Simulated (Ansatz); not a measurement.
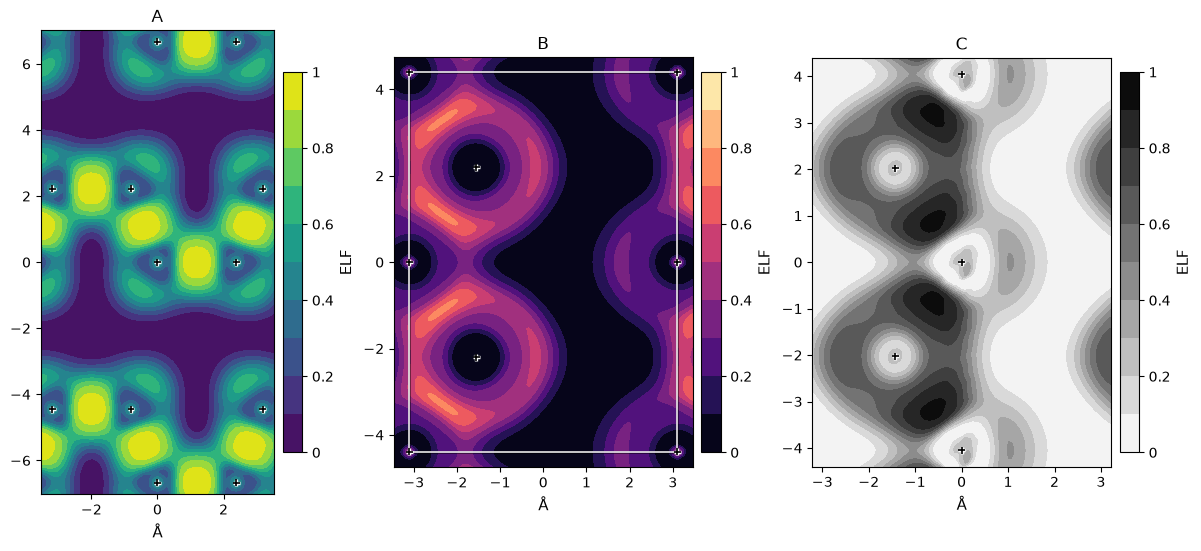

The ELF of 3 systems, each on a plane through atoms (crosses mark nuclei in the plane).

Theory: DFT PBE, scalar-relativistic, plane waves, PAW in Ansatz 0.2.0.

System 1: Si, the (011) plane of the calculation cell. Space group P6₃/mmc; a structure from a database of computed crystals, not necessarily the ambient phase.

```
Si
1.0
     0.00000    0.00000    6.36502
    -3.85128    6.67061    0.00000
    -3.85128   -6.67061    0.00000
Si
16
Direct
  0.06293 0.16667 0.33333
  0.06293 0.66667 0.33333
  0.06293 0.16667 0.83333
  0.06293 0.66667 0.83333
  0.56293 0.83333 0.16667
  0.56293 0.33333 0.16667
  0.56293 0.83333 0.66667
  0.56293 0.33333 0.66667
  0.43707 0.16667 0.33333
  0.43707 0.66667 0.33333
  0.43707 0.16667 0.83333
  0.43707 0.66667 0.83333
  0.93707 0.83333 0.16667
  0.93707 0.33333 0.16667
  0.93707 0.83333 0.66667
  0.93707 0.33333 0.66667
```

System 2: AlAs, the (110) plane of the conventional cell. Space group F-43m; a structure from a database of computed crystals, not necessarily the ambient phase.

```
CELL_PARAMETERS angstrom
5.72791 0.00000 0.00000
0.00000 0.00000 -5.72791
0.00000 5.72791 0.00000
ATOMIC_POSITIONS crystal
Al 0.50000 0.50000 0.00000
Al 0.00000 0.50000 0.50000
Al 0.00000 0.00000 0.00000
Al 0.50000 0.00000 0.50000
As 0.75000 0.75000 0.25000
As 0.25000 0.75000 0.75000
As 0.25000 0.25000 0.25000
As 0.75000 0.25000 0.75000
```

System 3: GaSb, the (101) plane of the conventional cell. Space group F-43m.

**Which map belongs to which system?**

Panel A is system 1, Si: the plane holds Si. Si–Si (2.38 Å): the ELF peaks at about 0.95 between the atoms; a shared electron pair. Panel B is system 3, GaSb: the plane holds Ga and Sb. Ga–Sb (2.69 Å): the ELF peaks at about 0.70 between the atoms. Panel C is system 2, AlAs: the plane holds Al and As. Al–As (2.48 Å): the ELF peaks at about 0.90 between the atoms, as expected for a covalent bond.
